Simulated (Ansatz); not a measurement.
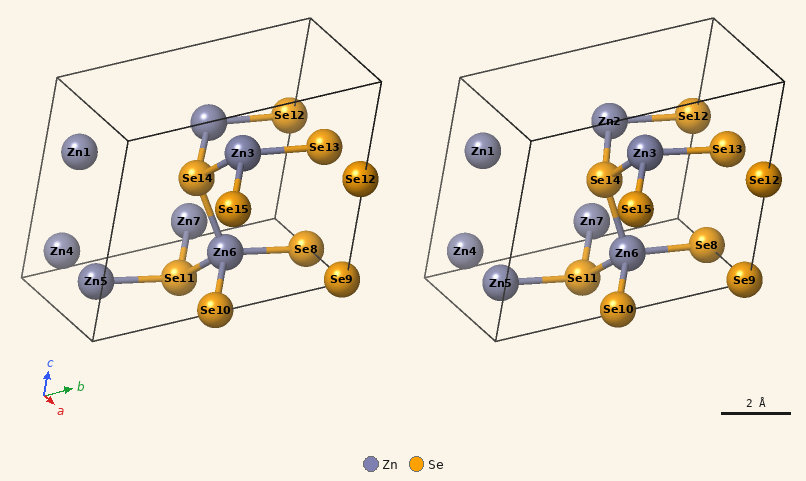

Two geometries of a defect cell of composition Zn7Se8, drawn at one scale. One is the start of a relaxation, the other its converged end. Style: ball-and-stick. Shown: the cell of the calculation, reduced to other axes (origin shifted), slightly off an axis. Lengths and directions refer to the drawn axes.

Theory: DFT PBE, scalar-relativistic, plane waves, PAW (Ansatz). Settings: plane-wave cutoff 420 eV; k-point mesh 2 × 2 × 2; occupations gaussian; smearing width 0.01 eV; collinear spin; atoms relaxed in a fixed cell; force threshold 0.025 eV/Å; at most 45 steps.

**Which of the two is the end point?**

The left one is the relaxed one. Case: Zn vacancy (site a), charge +0, atoms relaxed at the host's cell. Se14 moves most: 0.16 Å along [−1 −3 2]. Largest moves by element: Se 0.16 Å, Zn 0.09 Å. The cell stays as it was. Among the contacts that change: Zn2–Se14 2.567 → 2.469 Å, Zn3–Se14 2.382 → 2.463 Å, Zn1–Se12 2.398 → 2.462 Å, Zn6–Se14 2.405 → 2.463 Å. Bond angles that change, for instance: Se12–Zn2–Se14 105.0° → 113.3°, Zn3–Se14–Zn6 115.7° → 108.8°, Se8–Zn6–Se14 105.9° → 112.1°. After 4 accepted moves (5 points after the start) the energy has fallen by 0.168 eV per cell of the calculation. The largest force component goes from 0.87 to 0.0045 eV/Å. 1 step only repeated the SCF at the same geometry. Cost: 4.9 min on 4 threads of AMD EPYC (Zen 3) (shared host), peak memory 1.7 GiB.

Limits of the set-up: the k-point mesh is coarse for a cell with partly filled bands; the periodic images lie only 8.1 Å apart, so the values are limited by the cell's size.
